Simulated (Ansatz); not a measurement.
Geometry relaxation, with input and output: KTaO₃ (part 1 of 2)

KTaO₃ (5 atoms in the cell), computed with DFT PBEsol, scalar-relativistic, plane waves, PAW, no spin polarisation (Ansatz 0.2.0).

The structure derives from a Materials Project entry. It belongs to a series of runs on one base structure; here: relaxed at -2 GPa.

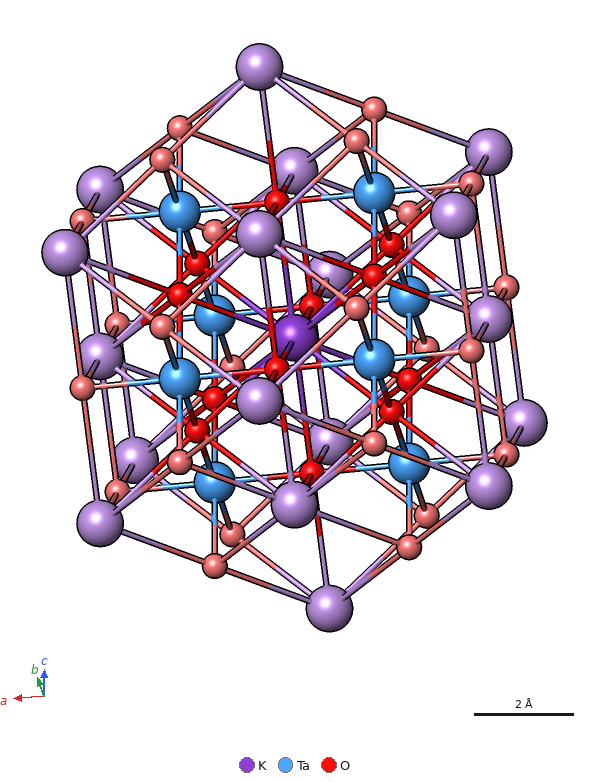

Figure 1. The input geometry (ball-and-stick view of the cell of the calculation, seen at an oblique angle; neighbours outside the cell are drawn fainter).

Summary

- outcome: converged
- space group (tolerance 0.01 Å): Pm-3m (221)
- electrons treated: 40
- free energy: −13011.0681 eV
- Fermi energy: 9.592 eV
- gap on the k-point mesh: 2.11 eV
- pressure: −2.06 GPa
- final volume: 63.96 Å³
- largest force (length of the vector) at the end: under 0.001 eV/Å
- final cell: a = 3.999 Å, b = 3.999 Å, c = 3.999 Å, α = 90.00°, β = 90.00°, γ = 90.00°
- hardware: 1 thread of AMD EPYC (Zen 3), 128 GiB of memory available, shared host
- wall time: 16 s
- peak memory: 0.43 GiB

Notes

Spin–orbit coupling is left out, which matters for Ta.

Input
```yaml
crystal:
  lattice:
    - [4.0106347957, 0.0, 0.0]
    - [0.0, 4.0106347957, 0.0]
    - [0.0, 0.0, 4.0106347957]
  atoms:
    - { symbol: K, position: [0.5, 0.5, 0.5] }
    - { symbol: Ta, position: [0.0, 0.0, 0.0] }
    - { symbol: O, position: [0.0, 0.5, 0.0] }
    - { symbol: O, position: [0.0, 0.0, 0.5] }
    - { symbol: O, position: [0.5, 0.0, 0.0] }
basis:
  ecutwfc: 420
kpoints:
  mp_grid: { grid: [8, 8, 8] }
hamiltonian:
  xc: pbesol
scf:
  occupations: { method: gaussian, width: 0.02 }
output:
  forces: true
  stress: true
  eigenvalues: true
  write_density: true
  write_potential: true
  elf: true
  volumetric_format: npy
relax:
  adjacent_minimum: "off"
  f_tol: 0.008
  max_steps: 50
  cell: { stress_tol: 0.08, p_target: -2.0 }
```

Launched with:
```bash
ansatz run input.yaml --threads 1 --pin off --max-ram 2560MiB --backend cpu --events-out ev --progress --plain --runs-dir out
```

Log
```
Engine: ansatz 0.2.0, x86_64-unknown-linux-gnu
Pseudopotentials: kind: paw
Pseudopotential: K, paw, valence charge 9, recommended cutoff 420 eV (normal), K.paw.azcp
Pseudopotential: Ta, paw, valence charge 13, recommended cutoff 420 eV (normal), Ta.paw.azcp
Pseudopotential: O, paw, valence charge 6, recommended cutoff 420 eV (normal), O.paw.azcp
Functional definition: PBEsol
  exchange = pbesol_x
  correlation = pbesol_c
Crystal: 5 atoms, lattice volume = 64.512 Å³
Basis set: ecut = 420 eV, 1237 PW (Γ), exchange–correlation on 54×54×54 points (8 copies of the dense FFT grid, shifted against one another)
Bands: 25, of which v1, the nominal top of the filled ones, is band 20 counted from 1 (19 counted from 0)
Symmetry: 48 space group operations
Space group: Pm-3m (ITA 221), of the structure as read, at distance tolerance 4.0e-5 Å
k-points: 35 of 512
Non-local potential: K, projectors of the file, l = 0: 3, l = 1: 2, l = 2: 2
Non-local potential: Ta, projectors of the file, l = 0: 3, l = 1: 2, l = 2: 2, l = 3: 1
Non-local potential: O, projectors of the file, l = 0: 2, l = 1: 2, l = 2: 1
PAW form: soft (Blöchl's): semilocal exchange-correlation on the pseudo side does not see the compensation charge
PAW frozen core: K, regenerated for the run's functional, and the local potential with it (the file was generated under x = pbe(κ = 0.804, μ = 0.2195149727645171), c = pbe(β = 0.06672455060314922))
PAW frozen core: Ta, regenerated for the run's functional, and the local potential with it (the file was generated under x = pbe(κ = 0.804, μ = 0.2195149727645171), c = pbe(β = 0.06672455060314922))
PAW frozen core: O, regenerated for the run's functional, and the local potential with it (the file was generated under x = pbe(κ = 0.804, μ = 0.2195149727645171), c = pbe(β = 0.06672455060314922))
PAW one-centre angular grid: K, 110 points (default); XC on 64 Gauss nodes
PAW one-centre angular grid: Ta, 590 points (default); XC on 64 Gauss nodes
PAW one-centre angular grid: O, 110 points (default); XC on 64 Gauss nodes
Initial density: superposition of atomic densities (neutral atoms: chi_scale 0, normalization atom), corrected by the library's trained network
Initial wavefunctions: pseudopotential atomic-orbital guess
Functional: x = pbesol(κ = 0.804, μ = 0.12345679012345678), c = pbesol(β = 0.046)
SCF iter   1: F=—  HF=-13011.097727 eV  |F-HF|=—  |Δ(HF+E_count)|=         —  Δρ=1.73e-2  dr2=1.69e-1  ethr=1.77e-3  ⟨swp⟩=6.5  Hψ=4394  notcnv=0
preconditioner: auto → Resta (q_TF=auto, 2.519 Å⁻¹)  ε∞=4.9  [insulator: Δε(μ)=1.828 eV  Ē_g=12.899 eV  σ=0.020 eV  W_gap=1.00  n_scr=18 (ndim 8)  ℏωp=25.3 eV  f_vac=0.012  D(μ)=0.00/eV (n_scr^D=0)  ε∞_Penn≈4.9]
SCF iter   2: F=—  HF=-13011.061257 eV  |F-HF|=—  |Δ(HF+E_count)|=   3.65e-2  Δρ=4.88e-3  dr2=1.15e-2  ethr=4.22e-4  ⟨swp⟩=2.1  Hψ=1686  notcnv=0  defer=35
SCF iter   3: F=—  HF=-13011.058727 eV  |F-HF|=—  |Δ(HF+E_count)|=   2.53e-3  Δρ=1.29e-3  dr2=8.69e-4  ethr=2.88e-5  ⟨swp⟩=2.0  Hψ=1403  notcnv=0  defer=35
SCF iter   4: F=—  HF=-13011.058723 eV  |F-HF|=—  |Δ(HF+E_count)|=   4.62e-6  Δρ=2.06e-4  dr2=2.66e-5  ethr=2.17e-6  ⟨swp⟩=2.5  Hψ=1629  notcnv=0  defer=35
SCF iter   5: F=—  HF=-13011.058243 eV  |F-HF|=—  |Δ(HF+E_count)|=   4.79e-4  Δρ=4.27e-5  dr2=2.14e-6  ethr=6.64e-8  ⟨swp⟩=2.6  Hψ=1636  notcnv=0  defer=35
SCF iter   6: F=—  HF=-13011.058244 eV  |F-HF|=—  |Δ(HF+E_count)|=   2.09e-7  Δρ=1.70e-5  dr2=2.63e-7  ethr=5.34e-9  ⟨swp⟩=2.8  Hψ=1601  notcnv=0  defer=35
SCF iter   7: F=-13011.058244 eV  HF=-13011.058244 eV  |F-HF|=5.33e-10  |Δ(HF+E_count)|=   8.50e-8  Δρ=2.64e-6  dr2=3.84e-9  ethr=2.50e-10  ⟨swp⟩=12.5  Hψ=5964  notcnv=0
SCF 1 converged in 7 iterations: F = -13011.058244 eV  dr2 = 3.84e-9
  greatest PAW one-centre occupation: 1.000 electrons in one spin orbital (limit 2), on the Ta atom at site 1 (counted from 0), in its partial waves of l = 0
relax step   1: F+E_penalty+E_count = -13011.05824374 eV  Δ(F+E_penalty+E_count) = +0.000e0 eV  max|allowed force component| = 2.179e-28 eV/Å  Δτ_max = 0.0000 Å  P = -3.698 GPa  Ω = 64.512 Å³  (7 SCF iters, dr2 threshold 1.00e-7 eV, accepted)
Crystal: 5 atoms, lattice volume = 63.825 Å³
Initial density: handed on by an earlier stage of this run
Initial wavefunctions: those handed on with the density
iter 1 solved again at ethr=3.22e-6 eV; its pass at ethr=3.10e-3 eV (dr2=1.29e-3 eV) is discarded
SCF iter   1: F=—  HF=-13011.072965 eV  |F-HF|=—  |Δ(HF+E_count)|=         —  Δρ=1.46e-3  dr2=9.91e-4  ethr=3.22e-6  ⟨swp⟩=2.2  Hψ=4766  notcnv=0
preconditioner: auto → Resta (q_TF=auto, 2.524 Å⁻¹)  ε∞=4.8  [insulator: Δε(μ)=2.122 eV  Ē_g=13.107 eV  σ=0.020 eV  W_gap=1.00  n_scr=18 (ndim 8)  ℏωp=25.5 eV  f_vac=0.011  D(μ)=0.00/eV (n_scr^D=0)  ε∞_Penn≈4.8]
SCF iter   2: F=—  HF=-13011.072702 eV  |F-HF|=—  |Δ(HF+E_count)|=   2.63e-4  Δρ=5.18e-4  dr2=1.78e-4  ethr=2.48e-6  ⟨swp⟩=2.0  Hψ=1363  notcnv=0
SCF iter   3: F=—  HF=-13011.072153 eV  |F-HF|=—  |Δ(HF+E_count)|=   5.49e-4  Δρ=2.55e-4  dr2=3.96e-5  ethr=4.45e-7  ⟨swp⟩=2.1  Hψ=1097  notcnv=0
SCF iter   4: F=—  HF=-13011.072146 eV  |F-HF|=—  |Δ(HF+E_count)|=   7.02e-6  Δρ=5.15e-5  dr2=1.35e-6  ethr=9.89e-8  ⟨swp⟩=2.0  Hψ=1393  notcnv=0
SCF iter   5: F=-13011.072147 eV  HF=-13011.072147 eV  |F-HF|=3.10e-8  |Δ(HF+E_count)|=   8.55e-7  Δρ=7.30e-6  dr2=4.25e-8  ethr=1.25e-9  ⟨swp⟩=10.2  Hψ=6200  notcnv=0
SCF 2 converged in 5 iterations: F = -13011.072147 eV  dr2 = 4.25e-8
relax step   2: F+E_penalty+E_count = -13011.07214679 eV  Δ(F+E_penalty+E_count) = -1.390e-2 eV  max|allowed force component| = 3.587e-29 eV/Å  Δτ_max = 0.0000 Å  P = -1.589 GPa  Ω = 63.825 Å³  energy of the carried Pulay correction = +2.537e-3 eV  (5 SCF iters, dr2 threshold 5.00e-7 eV, accepted)
Crystal: 5 atoms, lattice volume = 63.958 Å³
iter 1 solved again at ethr=1.22e-7 eV; its pass at ethr=3.10e-3 eV (dr2=4.87e-5 eV) is discarded
SCF iter   1: F=—  HF=-13011.070685 eV  |F-HF|=—  |Δ(HF+E_count)|=         —  Δρ=2.84e-4  dr2=3.70e-5  ethr=1.22e-7  ⟨swp⟩=2.0  Hψ=4681  notcnv=0
preconditioner: auto → Resta (q_TF=auto, 2.523 Å⁻¹)  ε∞=4.8  [insulator: Δε(μ)=2.114 eV  Ē_g=13.092 eV  σ=0.020 eV  W_gap=1.00  n_scr=18 (ndim 8)  ℏωp=25.4 eV  f_vac=0.011  D(μ)=0.00/eV (n_scr^D=0)  ε∞_Penn≈4.8]
SCF iter   2: F=—  HF=-13011.070169 eV  |F-HF|=—  |Δ(HF+E_count)|=   5.16e-4  Δρ=1.00e-4  dr2=6.29e-6  ethr=9.24e-8  ⟨swp⟩=2.0  Hψ=1376  notcnv=0
SCF iter   3: F=—  HF=-13011.070168 eV  |F-HF|=—  |Δ(HF+E_count)|=   1.47e-6  Δρ=4.91e-5  dr2=1.34e-6  ethr=1.57e-8  ⟨swp⟩=2.4  Hψ=1239  notcnv=0
SCF iter   4: F=-13011.070168 eV  HF=-13011.070168 eV  |F-HF|=2.13e-8  |Δ(HF+E_count)|=   2.78e-7  Δρ=1.02e-5  dr2=4.24e-8  ethr=1.05e-9  ⟨swp⟩=10.1  Hψ=6475  notcnv=0
SCF 3 converged in 4 iterations: F = -13011.070168 eV  dr2 = 4.24e-8
relax step   3: F+E_penalty+E_count = -13011.07016760 eV  Δ(F+E_penalty+E_count) = +1.979e-3 eV  max|allowed force component| = 2.656e-30 eV/Å  Δτ_max = 0.0000 Å  P = -2.005 GPa  Ω = 63.958 Å³  energy of the carried Pulay correction = +2.045e-3 eV  (4 SCF iters, dr2 threshold 4.22e-7 eV, accepted)
Initial wavefunctions: pseudopotential atomic-orbital guess (no wavefunctions were taken with the density)
iter 1 solved again at ethr=6.31e-9 eV; its pass at ethr=3.10e-3 eV (dr2=2.52e-6 eV) is discarded
SCF iter   1: F=—  HF=-13011.068615 eV  |F-HF|=—  |Δ(HF+E_count)|=         —  Δρ=7.20e-5  dr2=4.71e-7  ethr=6.31e-9  ⟨swp⟩=3.5  Hψ=7095  notcnv=0
preconditioner: auto → Resta (q_TF=auto, 2.523 Å⁻¹)  ε∞=4.8  [insulator: Δε(μ)=2.113 eV  Ē_g=13.092 eV  σ=0.020 eV  W_gap=1.00  n_scr=18 (ndim 8)  ℏωp=25.4 eV  f_vac=0.011  D(μ)=0.00/eV (n_scr^D=0)  ε∞_Penn≈4.8]
SCF iter   2: F=—  HF=-13011.068110 eV  |F-HF|=—  |Δ(HF+E_count)|=   5.05e-4  Δρ=3.42e-5  dr2=9.82e-8  ethr=1.18e-9  ⟨swp⟩=2.0  Hψ=1575  notcnv=0
SCF iter   3: F=—  HF=-13011.068111 eV  |F-HF|=—  |Δ(HF+E_count)|=   1.98e-7  Δρ=7.58e-6  dr2=6.53e-9  ethr=2.46e-10  ⟨swp⟩=2.2  Hψ=1191  notcnv=0
SCF iter   4: F=—  HF=-13011.068111 eV  |F-HF|=—  |Δ(HF+E_count)|=   1.14e-8  Δρ=1.65e-6  dr2=7.43e-10  ethr=1.63e-11  ⟨swp⟩=2.0  Hψ=1400  notcnv=0
SCF iter   5: F=—  HF=-13011.068111 eV  |F-HF|=—  |Δ(HF+E_count)|=  6.35e-10  Δρ=7.24e-7  dr2=3.53e-10  ethr=1.00e-12  ⟨swp⟩=6.6  Hψ=4139  notcnv=0
SCF iter   6: F=-13011.068111 eV  HF=-13011.068111 eV  |F-HF|=2.18e-11  |Δ(HF+E_count)|=  1.27e-11  Δρ=2.30e-7  dr2=4.03e-11  ethr=1.00e-12  ⟨swp⟩=4.2  Hψ=4114  notcnv=0
SCF 4 converged in 6 iterations: F = -13011.068111 eV  dr2 = 4.03e-11
relax step   4: F+E_penalty+E_count = -13011.06811055 eV  Δ(F+E_penalty+E_count) = +2.057e-3 eV  max|allowed force component| = 9.124e-30 eV/Å  Δτ_max = 0.0000 Å  P = -2.061 GPa  Ω = 63.958 Å³  stress off target by 6.10e-2 GPa  SCF on the basis re-selected at this cell (its energy is not comparable with the rows above)  (6 SCF iters)
```

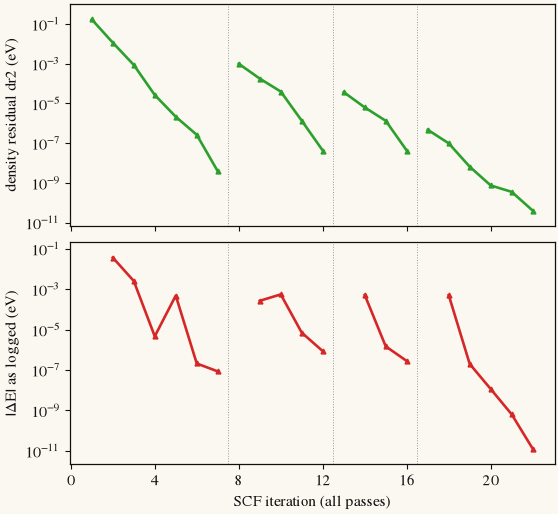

Figure 2. Convergence of the self-consistent field: density residual dr2 and size of the energy change against the SCF iteration. The dotted lines part the SCF passes of the relaxation: geometry steps, rejected trials and re-solves on a re-selected basis. The passes take 7, 5, 4 and 6 iterations.

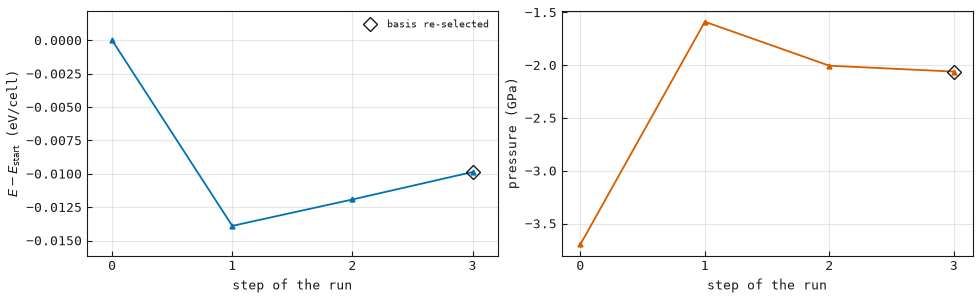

Figure 3. Progress of the relaxation, step by step (the first geometry is step 0 here and step 1 in the log). The energy falls by 11.9 meV per cell of the calculation in 2 geometry steps. All forces vanish by symmetry, so only the cell relaxes. Pressure: −3.70 GPa at the start and −2.06 GPa at the end. No atom moves by more than 0.005 Å relative to the cell. Cell: a = b = c 4.011 → 3.999 Å (−0.3 %). Volume −0.9 %. Among the contacts that change: K1–O3 2.836 → 2.828 Å, Ta2–O3 2.005 → 2.000 Å. The space group stays Pm-3m (No. 221). A last SCF at the same geometry on a re-selected plane-wave basis shifts the energy by +2.1 meV per cell of the calculation. (Atoms are counted from 1 in the order of the input.)
